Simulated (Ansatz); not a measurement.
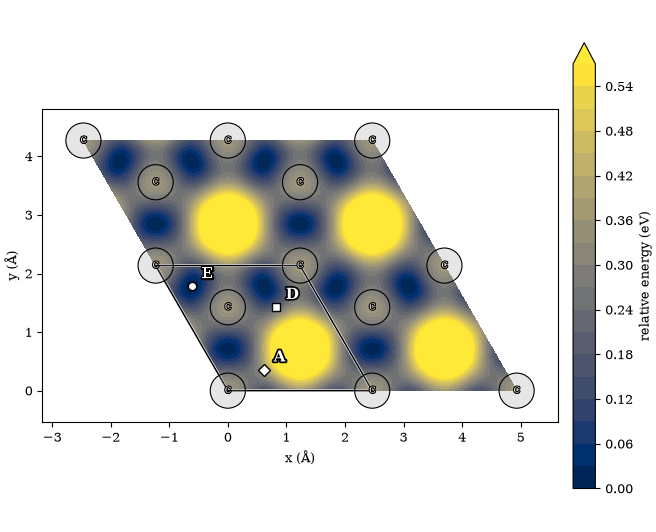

C on a two-dimensional sheet of C of the honeycomb type (8 atoms of substrate and one adsorbate in a 2 × 2 cell). 
- C is moved over the surface cell; relaxed at each place: the height of the adsorbate's atoms; substrate rigid; the origin of the map has the adsorbate above C1.
- Places are given modulo a cell vector. The map is drawn in real space over the plane of the surface.
- The scan uses a 6 × 6 grid; 7 points were computed and 29 follow by symmetry.
- Places are given in fractions of the 1 × 1 surface cell.
- All energies are given in eV relative to the lowest grid point.
- Computed with DFT PBE+D3(BJ), scalar-relativistic, plane waves, PAW in Ansatz 0.2.0. Settings: cutoff 420 eV, k-mesh 6×6×1, gaussian smearing 0.1 eV, spin-polarised.

The picture shows filled contours, labelled circles for the atoms of the top layer, the outline of one cell of the 2 × 2 shown, one colour for all values above the top of the scale, lettered points. Between grid points the surface is interpolated.

### What kind of point is each of D, E: minimum, saddle, maximum or slope?

D: on a slope; E: minimum. (In these two coordinates alone; a stationary point may lie a little off the grid point.)

### Rank the lettered points by energy, lowest first.

E (0.00 eV), D (0.20 eV), A (0.36 eV).

PAW datasets: the set soft_1.
